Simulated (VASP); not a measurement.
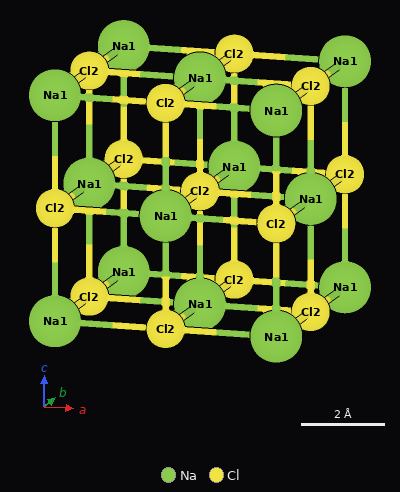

Fig. 1: The input geometry (ball-and-stick view of the cell 4 times as large as that of the calculation, set on its symmetry axes, seen slightly off an axis; atoms are numbered from 1 in the order of the input). Near neighbours in the crystal (not all of them lie inside the picture): Na has 6 Cl at 2.80 Å; Cl has 6 Na at 2.80 Å.

**Run report: NaCl, dielectric calculation**

System: NaCl (Fm-3m, 2 atoms in the cell).
Method: Kohn-Sham DFT of a periodic cell, PBE, VASP PAW PBE potentials, recommended, no spin polarisation (VASP 6.6.1).

The structure derives from an entry of the Crystallography Open Database.

## OSZICAR
```
N       E                     dE             d eps       ncg     rms          rms(c)
DAV:   1     0.962311510453E+02    0.96231E+02   -0.73921E+03  6200   0.129E+03
DAV:   2     0.138051102206E+01   -0.94851E+02   -0.88190E+02  7098   0.281E+02
DAV:   3    -0.678650407829E+01   -0.81670E+01   -0.81159E+01  7430   0.825E+01
DAV:   4    -0.696064305107E+01   -0.17414E+00   -0.17395E+00  6993   0.131E+01
DAV:   5    -0.696479936353E+01   -0.41563E-02   -0.41560E-02  8201   0.200E+00    0.216E+00
DAV:   6    -0.677585161101E+01    0.18895E+00   -0.37883E-01  7078   0.419E+00    0.163E+00
DAV:   7    -0.676423505918E+01    0.11617E-01   -0.91350E-02  7427   0.207E+00    0.109E+00
DAV:   8    -0.676980307968E+01   -0.55680E-02   -0.94371E-03  6406   0.106E+00    0.248E-01
DAV:   9    -0.676974098609E+01    0.62094E-04   -0.19348E-04  7629   0.139E-01    0.130E-01
DAV:  10    -0.676987669981E+01   -0.13571E-03   -0.29089E-04  6421   0.161E-01    0.460E-02
[... 100 further cycles ...]
RMM:   4    -0.199300670078E+00   -0.79581E-02   -0.25002E-02 33725   0.756E-01    0.192E-01
RMM:   5    -0.210310431629E+00   -0.11010E-01   -0.99078E-04 30948   0.272E-01    0.468E-02
RMM:   6    -0.209873255554E+00    0.43718E-03   -0.63312E-05 32191   0.563E-02    0.214E-02
RMM:   7    -0.210050943049E+00   -0.17769E-03   -0.69197E-05 31411   0.415E-02    0.956E-03
RMM:   8    -0.210222498965E+00   -0.17156E-03   -0.10218E-05 33130   0.181E-02    0.102E-03
RMM:   9    -0.210221877718E+00    0.62125E-06   -0.14582E-07 33746   0.386E-03    0.668E-04
RMM:  10    -0.210228632943E+00   -0.67552E-05    0.43186E-08 31375   0.106E-03    0.173E-04
RMM:  11    -0.210227932498E+00    0.70044E-06    0.36918E-08 33145   0.509E-04    0.751E-05
RMM:  12    -0.210228306488E+00   -0.37399E-06    0.74890E-08 27173   0.174E-04    0.193E-05
RMM:  13    -0.210228392254E+00   -0.85766E-07   -0.22267E-09 18712   0.807E-05    0.376E-06
```

## Parts of OUTCAR
```
SYSTEM = NaCl
   PREC = Accurate
   ENCUT = 520
   EDIFF = 1E-8
   ISMEAR = 0
   LREAL = .False.
   LASPH = .True.
   NELM = 80
   ISIF = 2
   GGA = PE
   LEPSILON = .True.

 ion  position               nearest neighbor table
   1  0.000  0.000  0.000-
   2  0.500  0.500  0.500-

  LATTYP: Found a face centered cubic cell.
 ALAT       =     5.6077269012

  Lattice vectors:

 A1 = (   0.0000000000,   2.8038634506,   2.8038634506)
 A2 = (   2.8038634506,   0.0000000000,   2.8038634506)
 A3 = (   2.8038634506,   2.8038634506,   0.0000000000)

Analysis of symmetry for initial positions (statically):
=====================================================================
 Subroutine PRICEL returns:
 Original cell was already a primitive cell.

 Routine SETGRP: Setting up the symmetry group for a
 face centered cubic supercell.

 Subroutine GETGRP returns: Found 48 space group operations
 (whereof 48 operations were pure point group operations)
 out of a pool of 48 trial point group operations.

The static configuration has the point symmetry O_h .

Analysis of symmetry for dynamics (positions and initial velocities):
=====================================================================
 Subroutine PRICEL returns:
 Original cell was already a primitive cell.

 Routine SETGRP: Setting up the symmetry group for a
 face centered cubic supercell.

 Subroutine GETGRP returns: Found 48 space group operations
 (whereof 48 operations were pure point group operations)
 out of a pool of 48 trial point group operations.

The dynamic configuration has the point symmetry O_h .

 Subroutine INISYM returns: Found 48 space group operations
 (whereof 48 operations are pure point group operations),
 and found     1 'primitive' translations

----------------------------------------------------------------------------------------

                                     Primitive cell

  volume of cell :      44.0860

  direct lattice vectors                    reciprocal lattice vectors
     0.000000000  2.803863451  2.803863451    -0.178325375  0.178325375  0.178325375
     2.803863451  0.000000000  2.803863451     0.178325375 -0.178325375  0.178325375
     2.803863451  2.803863451  0.000000000     0.178325375  0.178325375 -0.178325375

  length of vectors
     3.965261719  3.965261719  3.965261719     0.308868609  0.308868609  0.308868609

  position of ions in fractional coordinates (direct lattice)
     0.000000000  0.000000000  0.000000000
     0.500000000  0.500000000  0.500000000

  ion indices of the primitive-cell ions
   primitive index   ion index
                 1           1
                 2           2

----------------------------------------------------------------------------------------

 KPOINTS: regular mesh

Automatic generation of k-mesh.
 Grid dimensions read from file:
 generate k-points for:   14   14   14

 Generating k-lattice:

  Cartesian coordinates                     Fractional coordinates (reciprocal lattice)
    -0.012737527  0.012737527  0.012737527     0.071428571  0.000000000  0.000000000
     0.012737527 -0.012737527  0.012737527     0.000000000  0.071428571  0.000000000
     0.012737527  0.012737527 -0.012737527     0.000000000  0.000000000  0.071428571

  Length of vectors
     0.022062043  0.022062043  0.022062043

  Shift w.r.t. Gamma in fractional coordinates (k-lattice)
     0.500000000  0.500000000  0.500000000

 Subroutine IBZKPT returns following result:
 ===========================================

 Found    280 irreducible k-points:

 Following reciprocal coordinates:
            Coordinates               Weight
  0.035714  0.035714  0.035714      8.000000
  0.107143  0.035714  0.035714     24.000000
  0.178571  0.035714  0.035714     24.000000
  0.250000  0.035714  0.035714     24.000000
  0.321429  0.035714  0.035714     24.000000
  0.392857  0.035714  0.035714     24.000000
  0.464286  0.035714  0.035714     24.000000
 -0.464286  0.035714  0.035714     24.000000
 -0.392857  0.035714  0.035714     24.000000
 -0.321429  0.035714  0.035714     24.000000
 -0.250000  0.035714  0.035714     24.000000
 -0.178571  0.035714  0.035714     24.000000
 -0.107143  0.035714  0.035714     24.000000
 -0.035714  0.035714  0.035714     24.000000
  0.107143  0.107143  0.035714     24.000000
  0.178571  0.107143  0.035714     48.000000
  0.250000  0.107143  0.035714     48.000000
  0.321429  0.107143  0.035714     48.000000
  0.392857  0.107143  0.035714     48.000000
  0.464286  0.107143  0.035714     48.000000
 -0.464286  0.107143  0.035714     48.000000
 -0.392857  0.107143  0.035714     48.000000
 -0.321429  0.107143  0.035714     48.000000
 -0.250000  0.107143  0.035714     48.000000
 [... further k-points ...]
   k-points           NKPTS =    280   k-points in BZ     NKDIM =    280   number of bands    NBANDS=     11
   number of dos      NEDOS =    301   number of ions     NIONS =      2
   total plane-waves  NPLWV =  27000
   dimension x,y,z NGX =    30 NGY =   30 NGZ =   30
   dimension x,y,z NGXF=    60 NGYF=   60 NGZF=   60
   ions per type =               1   1
   NGX,Y,Z   is equivalent  to a cutoff of  12.58, 12.58, 12.58 a.u.
   NGXF,Y,Z  is equivalent  to a cutoff of  25.16, 25.16, 25.16 a.u.
 SYSTEM =  NaCl
   PREC   = accura    normal or accurate (medium, high low for compatibility)
   ISTART =      0    job   : 0-new  1-cont  2-samecut
   ICHARG =      2    charge: 1-file 2-atom 10-const
   ISPIN  =      1    spin polarized calculation?
   LNONCOLLINEAR =      F non collinear calculations
   LSORBIT =      F    spin-orbit coupling
   LASPH  =      T    aspherical Exc in radial PAW
   ENCUT  =  520.0 eV  38.22 Ry    6.18 a.u.   7.37  7.37  7.37*2*pi/ulx,y,z
   NELM   =     80;   NELMIN=  2; NELMDL= -5     # of ELM steps
   EDIFF  = 0.1E-07   stopping-criterion for ELM
   LREAL  =      F    real-space projection
   EDIFFG = 0.1E-06   stopping-criterion for IOM
   NSW    =      0    number of steps for IOM
   IBRION =     -1    ionic relax: 0-MD 1-quasi-New 2-CG
   NFREE  =      0    steps in history (QN), initial steepest desc. (CG)
   ISIF   =      2    stress and relaxation
   ISYM   =      2    0-nonsym 1-usesym 2-fastsym
   POTIM  = 0.5000    time-step for ionic-motion
   TEBEG  =    0.0;   TEEND  =   0.0 temperature during run
   PSTRESS=    0.0 pullay stress
   NELECT =      14.0000    total number of electrons
   NUPDOWN=      -1.0000    fix difference up-down
   EMIN   =  10.00;   EMAX   =-10.00  energy-range for DOS
   EFERMI =   0.00;   METHOD = LEGACY
   ISMEAR =     0;   SIGMA  =   0.03  broadening in eV -4-tet -1-fermi 0-gaus
   EFERMI_NEDOS =   21; number of points for ismear=-14 and -15
   IALGO  =     38    algorithm
   IMIX   =      4    mixing-type and parameters
     AMIX     =   0.40;   BMIX     =  1.00
     AMIX_MAG =   1.60;   BMIX_MAG =  1.00
  volume/ion in A,a.u.               =      22.04       148.75
  Fermi-wavevector in a.u.,A,eV,Ry     =   1.116908  2.110650 16.973037  1.247483
  Thomas-Fermi vector in A             =   2.253526
   LORBIT       =      0    0 simple, 1 ext, 2 COOP (PROOUT), +10 PAW based schemes
   GGA     = PE    functional components
   LHFCALC =     F    Hartree Fock is set to
   AEXX    =    0.0000 exact exchange contribution
   IVDW    =     0    specifies the selected vdW correction
   LEPSILON=     T    determine dielectric tensor
   LRPA    =     F    only Hartree local field effects (RPA)
 non-spin polarized calculation
 Gauss-broadening in eV      SIGMA  =   0.03
  energy-cutoff  :      520.00
  volume of cell :       44.09
 maximum number of plane-waves:      1233
 NGX is ok and might be reduce to    30
   NGX = 15   NGY = 15   NGZ = 15

--------------------------------------- Ionic step        1  -------------------------------------------

 number of electron      14.0000003 magnetization

 E-fermi :  -0.4321     XC(G=0):  -8.2399     alpha+bet : -8.2267

 val. band max:       -0.6347842566   @ k =   0.0357   0.0357   0.0357
 cond. band min:       4.5893367915   @ k =   0.0357   0.0357   0.0357
 fundamental gap:      5.2241210481
 Fermi energy:        -0.4320579802

 k-point     1 :       0.0357    0.0357    0.0357
  band No.  band energies     occupation
      1     -21.4168      2.00000
      2     -21.4164      2.00000
      3     -21.4164      2.00000
      4     -13.3250      2.00000
      5      -0.6659      2.00000
      6      -0.6348      2.00000
      7      -0.6348      2.00000
      8       4.5893      0.00000
      9      10.4475      0.00000
     10      10.5258      0.00000
     11      10.5258      0.00000

 k-point     2 :       0.1071    0.0357    0.0357
  band No.  band energies     occupation
      1     -21.4187      2.00000
      2     -21.4168      2.00000
      3     -21.4164      2.00000
      4     -13.3031      2.00000
      5      -0.8315      2.00000
      6      -0.6683      2.00000
      7      -0.6464      2.00000
      8       4.8190      0.00000
      9      10.1745      0.00000
     10      10.6128      0.00000
     11      10.6354      0.00000

 k-point     3 :       0.1786    0.0357    0.0357
  band No.  band energies     occupation
      1     -21.4235      2.00000
      2     -21.4173      2.00000
      3     -21.4166      2.00000
      4     -13.2520      2.00000
      5      -1.1881      2.00000
      6      -0.7199      2.00000
      7      -0.6841      2.00000
      8       5.3045      0.00000
      9       9.7538      0.00000
     10      10.7867      0.00000
     11      10.7923      0.00000

 k-point     4 :       0.2500    0.0357    0.0357
  band No.  band energies     occupation
      1     -21.4300      2.00000
      2     -21.4178      2.00000
      3     -21.4171      2.00000
      4     -13.1807      2.00000
      5      -1.6164      2.00000
      6      -0.7822      2.00000
      7      -0.7393      2.00000
      8       5.8777      0.00000
      9       9.4467      0.00000
     10      10.8092      0.00000
     11      10.8581      0.00000

 k-point     5 :       0.3214    0.0357    0.0357
  band No.  band energies     occupation
      1     -21.4369      2.00000
      2     -21.4183      2.00000
      3     -21.4176      2.00000
      4     -13.1023      2.00000
      5      -2.0233      2.00000
      6      -0.8434      2.00000
      7      -0.8004      2.00000
      8       6.3523      0.00000
      9       9.4116      0.00000
     10      10.6654      0.00000
     11      10.7187      0.00000

 [... the levels of 18 k-points are left out ...]

 k-point    24 :      -0.2500    0.1071    0.0357
  band No.  band energies     occupation
      1     -21.4366      2.00000
      2     -21.4197      2.00000
      3     -21.4176      2.00000
      4     -13.0900      2.00000
      5      -2.0159      2.00000
      6      -0.9489      2.00000
      7      -0.8089      2.00000
      8       6.5417      0.00000
      9       9.2772      0.00000
     10      10.4160      0.00000
     11      10.8706      0.00000

 [... further k-points ...]

  FORCE on cell =-STRESS in cart. coord.  units (eV):
  Direction    XX          YY          ZZ          XY          YZ          ZX
  --------------------------------------------------------------------------------------
  -------------------------------------------------------------------------------------
  Total        0.3311743      0.3311743      0.3311743      0.0000000      0.0000000      0.0000000
  in kB       12.0355698     12.0355698     12.0355698      0.0000000      0.0000000      0.0000000
  external PRESSURE =      12.0355698 kB  Pullay stress =       0.0000000 kB

 VOLUME and BASIS-vectors are now :
 -----------------------------------------------------------------------------
  energy-cutoff  :      520.00
  volume of cell :       44.09
      direct lattice vectors                 reciprocal lattice vectors
     0.000000000  2.803863451  2.803863451    -0.178325375  0.178325375  0.178325375
     2.803863451  0.000000000  2.803863451     0.178325375 -0.178325375  0.178325375
     2.803863451  2.803863451  0.000000000     0.178325375  0.178325375 -0.178325375

 POSITION                                       TOTAL-FORCE (eV/Angst)
 -----------------------------------------------------------------------------------
      0.00000      0.00000      0.00000         0.000000      0.000000      0.000000
      2.80386      2.80386      2.80386         0.000000      0.000000      0.000000
 -----------------------------------------------------------------------------------
    total drift:                               -0.000000      0.000000      0.000000

  FREE ENERGIE OF THE ION-ELECTRON SYSTEM (eV)
  ---------------------------------------------------
  free  energy   TOTEN  =        -6.7698704974 eV

  energy  without entropy=       -6.7698704974  energy(sigma->0) =       -6.76987050

 HEAD OF MICROSCOPIC STATIC DIELECTRIC TENSOR (INDEPENDENT PARTICLE, excluding Hartree and local field effects)
 ------------------------------------------------------
           2.764674     0.000000     0.000000
           0.000000     2.764674     0.000000
           0.000000     0.000000     2.764674
 ------------------------------------------------------

 Free energy of the ion-electron system (eV)
  ---------------------------------------------------
  ---------------------------------------------------
  free energy    TOTEN  =        -0.21022839 eV

  energy without entropy =       -0.21022839

------------------------ aborting loop because EDIFF is reached ----------------------------------------

--------------------------------------- Ionic step        2  -------------------------------------------

------------------------ aborting loop because EDIFF is reached ----------------------------------------

--------------------------------------- Ionic step        3  -------------------------------------------

 Free energy of the ion-electron system (eV)
  ---------------------------------------------------
  ---------------------------------------------------
  free energy    TOTEN  =        -0.21022839 eV

  energy without entropy =       -0.21022839

------------------------ aborting loop because EDIFF is reached ----------------------------------------

 PIEZOELECTRIC TENSOR FIELD DIRECTION 3  (e Angst)
 -----------------------------------------------------------------------------
    -0.00024  0.00000  0.00000           (  0.00000  0.00000  0.00000)
     0.00000 -0.00024 -0.00000           (  0.00000  0.00000 -0.00000)
     0.00000 -0.00000 -0.00022           (  0.00000 -0.00000  0.00000)

 PIEZOELECTRIC TENSOR FIELD DIRECTION 3  (C/m^2)
 -----------------------------------------------------------------------------
    -0.00009  0.00000  0.00000
     0.00000 -0.00009 -0.00000
     0.00000 -0.00000 -0.00008

 MACROSCOPIC STATIC DIELECTRIC TENSOR (including local field effects in DFT)
 ------------------------------------------------------
           2.517679     0.000000    -0.000000
           0.000000     2.517679     0.000000
          -0.000000     0.000000     2.517679
 ------------------------------------------------------

 PIEZOELECTRIC TENSOR (including local field effects)  for field in x, y, z        (e  Angst)
          XX          YY          ZZ          XY          YZ          ZX
  --------------------------------------------------------------------------------
  x     0.00000     0.00000     0.00000     0.00000     0.00000     0.00000
  y     0.00000     0.00000     0.00000     0.00000     0.00000     0.00000
  z     0.00000     0.00000     0.00000     0.00000     0.00000     0.00000

 PIEZOELECTRIC TENSOR (including local field effects)  for field in x, y, z        (C/m^2)
          XX          YY          ZZ          XY          YZ          ZX
  --------------------------------------------------------------------------------
  x     0.00000     0.00000     0.00000     0.00000     0.00000     0.00000
  y     0.00000     0.00000     0.00000     0.00000     0.00000     0.00000
  z     0.00000     0.00000     0.00000     0.00000     0.00000     0.00000

 BORN EFFECTIVE CHARGES (including local field effects) (in |e|, cummulative output)
 ---------------------------------------------------------------------------------
 ion    1
    1     1.09210     0.00000     0.00000
    2     0.00000     1.09210     0.00000
    3     0.00000     0.00000     1.09210
 ion    2
    1    -1.09210     0.00000     0.00000
    2     0.00000    -1.09210     0.00000
    3     0.00000     0.00000    -1.09210
```

## CONTCAR
```
NaCl
   1.00000000000000
     0.0000000000000000    2.8038634506000002    2.8038634506000002
     2.8038634506000002    0.0000000000000000    2.8038634506000002
     2.8038634506000002    2.8038634506000002    0.0000000000000000
  Na              Cl
     1     1
Direct
     0.0000000000000000    0.0000000000000000    0.0000000000000000
     0.5000000000000000    0.5000000000000000    0.5000000000000000

  0.00000000E+00  0.00000000E+00  0.00000000E+00
  0.00000000E+00  0.00000000E+00  0.00000000E+00
```

This output came from the following input.

## INCAR
```
SYSTEM = NaCl
PREC     = Accurate       ! precision mode
ENCUT    = 520            ! plane-wave cutoff, eV
EDIFF    = 1E-8           ! SCF threshold, eV
ISMEAR   = 0              ! smearing method
SIGMA    = 0.03           ! smearing width, eV
LREAL    = .False.        ! projectors in reciprocal space
LASPH    = .True.         ! aspherical terms in the spheres
NELM     = 80             ! most SCF steps
ALGO     = Normal         ! electronic algorithm
ISIF     = 2              ! what is computed and relaxed
LWAVE    = .False.        ! write WAVECAR
LCHARG   = .False.        ! write CHGCAR
GGA      = PE             ! functional
LEPSILON = .True.         ! dielectric tensor by DFPT
```

## KPOINTS
```
regular mesh
0
Monkhorst
  14 14 14
  0 0 0
```

## POSCAR
```
NaCl                                    
1.0
   -0.0000000000      2.8038634506      2.8038634506
    2.8038634506     -0.0000000000      2.8038634506
    2.8038634506      2.8038634506     -0.0000000000
  Na              Cl            
     1     1
Direct
     0.0000000000000000    0.0000000000000000    0.0000000000000000
     0.5000000000000000    0.5000000000000000    0.5000000000000000
```

Run as:
```bash
cat potpaw_PBE.64/Na_pv/POTCAR potpaw_PBE.64/Cl/POTCAR > POTCAR
mpirun -np 1 vasp_std > vasp.out
```

## Summary

| quantity | value |
| --- | --- |
| outcome | converged |
| space group (tolerance 0.01 Å) | Fm-3m (225) |
| electrons treated | 14 |
| Fermi energy of the self-consistent step | −0.432 eV |
| gap on the k-point mesh | 5.22 eV |
| ε∞ (xx, yy, zz) | 2.52, 2.52, 2.52 |
| hardware | 1 thread of Intel Xeon (Granite Rapids), 64 GiB of memory available, shared host |
| wall time | 15 min |
| peak memory | 0.86 GiB |
